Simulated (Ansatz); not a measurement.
## SiC: geometry relaxation (part 2 of 2)

The same run, continued: SiC (P6₃mc, 8 atoms in the cell); DFT, PBE, plane waves, PAW, no spin polarisation (Ansatz 0.2.0); cutoff 420 eV, 12×12×4 k-mesh, Gaussian smearing of 0.02 eV. The structure derives from a Materials Project entry.

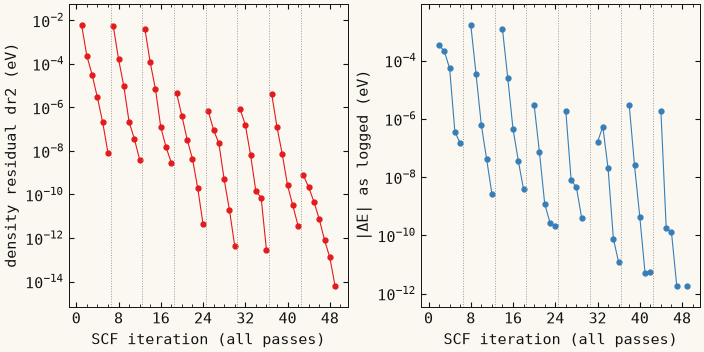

**Figure 1.** Convergence of the self-consistent field: density residual dr2 and size of the energy change against the SCF iteration. The dotted lines part the SCF passes of the relaxation: geometry steps, rejected trials and re-solves on a re-selected basis. The 8 passes take 6 to 7 iterations each, 49 in all.

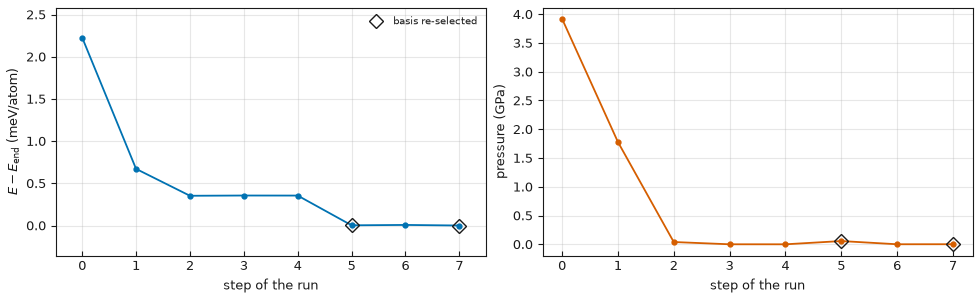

**Figure 2.** Progress of the relaxation, step by step (the first geometry is step 0 here and step 1 in the log).

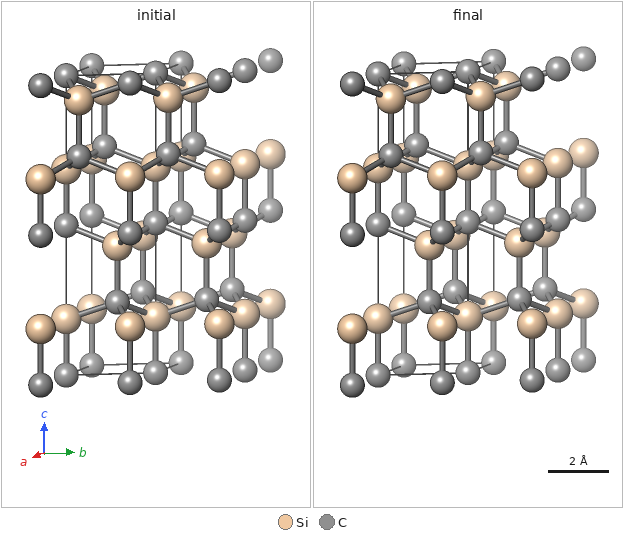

**Figure 3.** Before (left) and after (right) the relaxation, at one scale (ball-and-stick view of the cell of the calculation, repeated 2 × 2 × 1, seen slightly off an axis). The atoms keep their places relative to the cell (all moves are under 0.005 Å). Cell: a = b 3.076 → 3.094 Å (+0.6 %), c 10.071 → 10.129 Å (+0.6 %). Volume +1.8 %. Among the contacts that change: Si3–C5 1.882 → 1.893 Å, Si1–C8 1.884 → 1.896 Å, Si1–C5 1.894 → 1.905 Å. The space group stays P6_3mc (No. 186). After 5 geometry steps the energy has fallen by 2.2 meV per atom. Largest force component: 0.0062 eV/Å at the start, 0.00011 eV/Å at the end. The pressure goes from 3.92 to 0.00 GPa. The basis was re-selected once at an unchanged geometry, which shifts the energy a little without any move. The energy change given includes the shifts at the re-selections in mid-walk, which come without any move. A last SCF at the same geometry on a re-selected plane-wave basis shifts the energy by next to nothing (0.0 meV per atom). (Atoms are counted from 1 in the order of the input.)

```
basis re-selected at this cell: Δ(F+E_penalty+E_count) = -5.402e-5 eV, ΔP = +0.000 GPa vs the last step (what re-selecting the basis moved, of the pressure what is left beyond the Pulay correction that the steps carried, after the strain that the cell walked since its last selection, with what the two solves' SCF thresholds leave and, on support functions, any second-order correction that the steps lacked; it is no measure of the basis error at this ecutwfc). This SCF's stress stands 1.75e-3 GPa from its target on what of the cell is left free (relax.cell.stress_tol is 5.00e-2 GPa) and its largest allowed force component is 1.07e-4 eV/Å (relax.f_tol is 5.00e-3 eV/Å): within both
SCF converged after 7 iterations
Free energy (F): -3548.646417 eV
Harris-Foulkes:  -3548.646417 eV  (|F-HF|=1.36e-12)
Internal energy: -3548.646417 eV  (E = F + TS)
E sigma→0 (E₀):  -3548.646417 eV
Fermi energy:    10.475327 eV
--- Per-component energies (eV) ---
  E_band       = 110.128954
  E_kinetic    = 539.774511
  E_local      = -422.788130  (includes V_loc(G=0)·N_el)
  E_nonlocal   = 206.616527
  E_hartree    = 129.636572
  E_xc         = -421.022923
  E_vxc        = -436.195614  (∫ρ·V_xc dr)
  E_paw        = -2448.067450  (= ΣΔE_a)
  E_vpaw       = -36.551493  (= ΣTr[D̂ρ^β])
  E_aug_tail   = 0.000009  (compensation charges beyond the density's cutoff)
  E_ewald      = -1132.795533
  E_smearing   = -0.000000  (= −TS)
  E_closure    = 0.000000  (closes the sum)
  Σ components = -3548.646417   (vs F -3548.646417, Δ=0.00e0)
--- Forces (eV/Å), atoms counted from 1 ---
  atom   1  Si    -0.00000000     0.00000000     0.00008634
  atom   2  Si     0.00000000    -0.00000000     0.00008634
  atom   3  Si     0.00000000    -0.00000000     0.00009499
  atom   4  Si    -0.00000000     0.00000000     0.00009499
  atom   5  C      0.00000000     0.00000000    -0.00010711
  atom   6  C      0.00000000    -0.00000000    -0.00010711
  atom   7  C     -0.00000000     0.00000000    -0.00007418
  atom   8  C      0.00000000    -0.00000000    -0.00007418
  max |Σ_I F_I| component: 8.28e-8 eV/Å
--- Stress (GPa, compression-positive) ---
        0.000921       0.000000      -0.000000
        0.000000       0.000921       0.000000
       -0.000000       0.000000       0.001753
  P = ⅓ Tr σ = 0.0012 GPa (0.012 kbar)
--- Band table (eV; the first three rows and the last of 57) ---
  k-point 0: bands = ["-6.0023", "-4.8392", "-4.8032", "-2.4900", "0.8354", "5.0103", "5.0503", "8.1826", "8.1826", "8.6416", "8.6416", "8.7816", "8.7816", "9.3128", "9.3633", "9.3633", "14.3188", "14.8983", "15.4648", "15.5369", "16.2451", "16.2451", "16.2941", "16.2941"]
  k-point 1: bands = ["-5.9267", "-5.3301", "-4.1926", "-2.8139", "1.2820", "3.6143", "6.4725", "8.2191", "8.2191", "8.4889", "8.4889", "8.8847", "8.9516", "8.9516", "9.3081", "9.3081", "14.3729", "14.7492", "15.7204", "15.7314", "16.2901", "16.2901", "16.3203", "16.3203"]
  k-point 2: bands = ["-5.7013", "-5.7013", "-3.4858", "-3.4858", "2.3174", "2.3174", "7.8248", "7.8248", "8.3252", "8.3252", "8.3252", "8.3252", "9.1576", "9.1576", "9.1576", "9.1576", "14.5271", "14.5271", "15.9660", "15.9660", "16.3445", "16.3445", "16.3445", "16.3445"]
  k-point 56: bands = ["-1.4706", "-1.4706", "-1.3961", "-1.3961", "2.0508", "2.0508", "2.3404", "2.3404", "3.6855", "3.6855", "4.4128", "4.4128", "6.6333", "6.6333", "6.9391", "6.9391", "12.6035", "12.6035", "15.9557", "15.9557", "16.0349", "16.0349", "18.0197", "18.0197"]
--- Relaxed structure (6 steps of the walk, 6 accepted, 2 SCFs on fresh bases) ---
  F+E_penalty+E_count = -3548.64641703 eV   max|allowed force component| = 1.071e-4 eV/Å   (the final SCF, on the basis selected at the relaxed cell)
  cell:  # Å, volume = 83.9820 Å³
    - [3.094120345838931, -2.9040423340789678e-11, 1.801776842139338e-18]
    - [-1.5470601728943156, 2.679586821877327, -1.0089662294425902e-18]
    - [5.899499992492048e-18, -4.0862045394933715e-19, 10.129339837714008]
  atoms:
    - { symbol: Si, position: [0.6666666666666665, 0.33333333333333337, 0.9378441868924222] }
    - { symbol: Si, position: [0.33333333333333326, 0.6666666666666666, 0.43784418689242244] }
    - { symbol: Si, position: [9.412393155571767e-22, 9.774094467765222e-33, 0.6878995585195604] }
    - { symbol: Si, position: [9.412393155589582e-22, 1.0568540569824957e-32, 0.1878995585195605] }
    - { symbol: C, position: [0.6666666666666665, 0.33333333333333337, 0.749807451343397] }
    - { symbol: C, position: [0.33333333333333326, 0.6666666666666666, 0.24980745134339702] }
    - { symbol: C, position: [-2.2259503931657715e-21, -2.3688938315963e-32, 0.5004478032446199] }
    - { symbol: C, position: [-2.225950393164962e-21, -2.4524820593889221e-32, 0.0004478032446199019] }
```

Trajectory as extended XYZ (Å, eV, eV/Å), 8 frames, from step=1 to step=8
```
8
Lattice="3.0757 0.0000 0.0000 -1.5378 2.6636 0.0000 0.0000 0.0000 10.0706" Properties=species:S:1:pos:R:3:forces:R:3 step=1 energy=-3548.62860 pressure_GPa=3.92
Si    1.5378    0.8879    9.4447    0.0000   0.0000  -0.0062
Si    0.0000    1.7758    4.4094    0.0000   0.0000  -0.0062
Si    0.0000    0.0000    6.9275    0.0000   0.0000   0.0029
Si    0.0000    0.0000    1.8922    0.0000   0.0000   0.0029
C     1.5378    0.8879    7.5510    0.0000   0.0000   0.0057
C     0.0000    1.7758    2.5157    0.0000   0.0000   0.0057
C     0.0000    0.0000    5.0400    0.0000   0.0000  -0.0024
C     0.0000    0.0000    0.0046    0.0000   0.0000  -0.0024
8
Lattice="3.0857 0.0000 0.0000 -1.5428 2.6723 0.0000 0.0000 0.0000 10.1003" Properties=species:S:1:pos:R:3:forces:R:3 step=2 energy=-3548.64105 pressure_GPa=1.78
Si    1.5428    0.8908    9.4726    0.0000   0.0000  -0.0049
Si    0.0000    1.7815    4.4225    0.0000   0.0000  -0.0049
Si    0.0000    0.0000    6.9482    0.0000   0.0000  -0.0029
Si    0.0000    0.0000    1.8980    0.0000   0.0000  -0.0029
C     1.5428    0.8908    7.5731    0.0000   0.0000   0.0058
C     0.0000    1.7815    2.5230    0.0000   0.0000   0.0058
C     0.0000    0.0000    5.0546    0.0000   0.0000   0.0020
C     0.0000    0.0000    0.0044    0.0000   0.0000   0.0020
8
Lattice="3.0934 0.0000 0.0000 -1.5467 2.6790 0.0000 0.0000 0.0000 10.1296" Properties=species:S:1:pos:R:3:forces:R:3 step=3 energy=-3548.64360 pressure_GPa=0.04
Si    1.5467    0.8930    9.4999    0.0000   0.0000   0.0002
Si    0.0000    1.7860    4.4351    0.0000   0.0000   0.0002
Si    0.0000    0.0000    6.9681    0.0000   0.0000  -0.0003
Si    0.0000    0.0000    1.9033    0.0000   0.0000  -0.0003
C     1.5467    0.8930    7.5953    0.0000   0.0000   0.0003
C     0.0000    1.7860    2.5305    0.0000   0.0000   0.0003
C     0.0000    0.0000    5.0694    0.0000   0.0000  -0.0002
C     0.0000    0.0000    0.0046    0.0000   0.0000  -0.0002
8
Lattice="3.0941 0.0000 0.0000 -1.5470 2.6796 0.0000 0.0000 0.0000 10.1269" Properties=species:S:1:pos:R:3:forces:R:3 step=4 energy=-3548.64357 pressure_GPa=0.00
Si    1.5470    0.8932    9.4975    0.0000   0.0000  -0.0022
Si    0.0000    1.7864    4.4341    0.0000   0.0000  -0.0022
Si    0.0000    0.0000    6.9664    0.0000   0.0000  -0.0012
Si    0.0000    0.0000    1.9029    0.0000   0.0000  -0.0012
C     1.5470    0.8932    7.5931    0.0000   0.0000   0.0000
C     0.0000    1.7864    2.5297    0.0000   0.0000   0.0000
C     0.0000    0.0000    5.0678    0.0000   0.0000   0.0034
C     0.0000    0.0000    0.0044    0.0000   0.0000   0.0034
8
Lattice="3.0939 0.0000 0.0000 -1.5469 2.6794 0.0000 0.0000 0.0000 10.1284" Properties=species:S:1:pos:R:3:forces:R:3 step=5 energy=-3548.64358 pressure_GPa=-0.00
Si    1.5469    0.8931    9.4989    0.0000   0.0000   0.0002
Si    0.0000    1.7862    4.4347    0.0000   0.0000   0.0002
Si    0.0000    0.0000    6.9674    0.0000   0.0000   0.0003
Si    0.0000    0.0000    1.9031    0.0000   0.0000   0.0003
C     1.5469    0.8931    7.5944    0.0000   0.0000  -0.0003
C     0.0000    1.7862    2.5302    0.0000   0.0000  -0.0003
C     0.0000    0.0000    5.0688    0.0000   0.0000  -0.0002
C     0.0000    0.0000    0.0045    0.0000   0.0000  -0.0002
8
Lattice="3.0939 0.0000 0.0000 -1.5469 2.6794 0.0000 0.0000 0.0000 10.1284" Properties=species:S:1:pos:R:3:forces:R:3 step=6 energy=-3548.64640 pressure_GPa=0.06
Si    1.5469    0.8931    9.4989    0.0000   0.0000   0.0002
Si    0.0000    1.7862    4.4347    0.0000   0.0000   0.0002
Si    0.0000    0.0000    6.9674    0.0000   0.0000   0.0003
Si    0.0000    0.0000    1.9031    0.0000   0.0000   0.0003
C     1.5469    0.8931    7.5944    0.0000   0.0000  -0.0003
C     0.0000    1.7862    2.5302    0.0000   0.0000  -0.0003
C     0.0000    0.0000    5.0688    0.0000   0.0000  -0.0002
C     0.0000    0.0000    0.0045    0.0000   0.0000  -0.0002
8
Lattice="3.0941 0.0000 0.0000 -1.5471 2.6796 0.0000 0.0000 0.0000 10.1293" Properties=species:S:1:pos:R:3:forces:R:3 step=7 energy=-3548.64636 pressure_GPa=0.00
Si    1.5471    0.8932    9.4997    0.0000   0.0000   0.0001
Si    0.0000    1.7864    4.4351    0.0000   0.0000   0.0001
Si    0.0000    0.0000    6.9680    0.0000   0.0000   0.0001
Si    0.0000    0.0000    1.9033    0.0000   0.0000   0.0001
C     1.5471    0.8932    7.5951    0.0000   0.0000  -0.0001
C     0.0000    1.7864    2.5304    0.0000   0.0000  -0.0001
C     0.0000    0.0000    5.0692    0.0000   0.0000  -0.0001
C     0.0000    0.0000    0.0045    0.0000   0.0000  -0.0001
8
Lattice="3.0941 0.0000 0.0000 -1.5471 2.6796 0.0000 0.0000 0.0000 10.1293" Properties=species:S:1:pos:R:3:forces:R:3 step=8 energy=-3548.64642 pressure_GPa=0.00
Si    1.5471    0.8932    9.4997    0.0000   0.0000   0.0001
Si    0.0000    1.7864    4.4351    0.0000   0.0000   0.0001
Si    0.0000    0.0000    6.9680    0.0000   0.0000   0.0001
Si    0.0000    0.0000    1.9033    0.0000   0.0000   0.0001
C     1.5471    0.8932    7.5951    0.0000   0.0000  -0.0001
C     0.0000    1.7864    2.5304    0.0000   0.0000  -0.0001
C     0.0000    0.0000    5.0692    0.0000   0.0000  -0.0001
C     0.0000    0.0000    0.0045    0.0000   0.0000  -0.0001
```

This output came from the following input.

The input
```yaml
crystal:
  lattice:
    - [3.0756941497, 0.0, 0.0]
    - [-1.5378470748, 2.6636292679, 0.0]
    - [0.0, 0.0, 10.07064648]
  atoms:
    - { symbol: Si, position: [0.66666667, 0.33333333, 0.93784198] }
    - { symbol: Si, position: [0.33333333, 0.66666667, 0.43784198] }
    - { symbol: Si, position: [0.0, 0.0, 0.68789438] }
    - { symbol: Si, position: [0.0, 0.0, 0.18789438] }
    - { symbol: C, position: [0.66666667, 0.33333333, 0.74980259] }
    - { symbol: C, position: [0.33333333, 0.66666667, 0.24980259] }
    - { symbol: C, position: [0.0, 0.0, 0.50046005] }
    - { symbol: C, position: [0.0, 0.0, 0.00046005] }
basis:
  ecutwfc: 420
  ecutrho_ratio: 6
kpoints:
  mp_grid: { grid: [12, 12, 4] }
hamiltonian:
  xc: pbe
scf:
  occupations: { method: gaussian, width: 0.02 }
  algorithm: density_mixing
output:
  forces: true
  eigenvalues: true
  stress: true
relax:
  adjacent_minimum: "off"
  f_tol: 0.005
  max_steps: 80
  cell: { stress_tol: 0.05 }
```

Run as:
```bash
ansatz run input.yaml --threads 4 --pin off --max-ram 10240MiB --backend cpu --events-out ev --progress --plain --runs-dir out
```

Summary

| quantity | value |
| --- | --- |
| outcome | converged |
| space group (tolerance 0.01 Å) | P6₃mc (186) |
| electrons treated | 32 |
| free energy | −3548.6464 eV |
| Fermi energy | 10.475 eV |
| gap on the k-point mesh | 2.22 eV |
| pressure | 0.00 GPa |
| final volume | 83.98 Å³ |
| largest force (length of the vector) at the end | under 0.001 eV/Å |
| final cell | a = 3.094 Å, b = 3.094 Å, c = 10.129 Å, α = 90.00°, β = 90.00°, γ = 120.00° |
| hardware | 4 threads of Arm Neoverse V1, 24 GiB of memory available, shared host |
| wall time | 25 s (CPU time 96 s) |
| peak memory | 0.44 GiB |

Remarks

Settings chosen away from the usual ones: basis.ecutrho_ratio set to 6; scf.algorithm set to density_mixing.
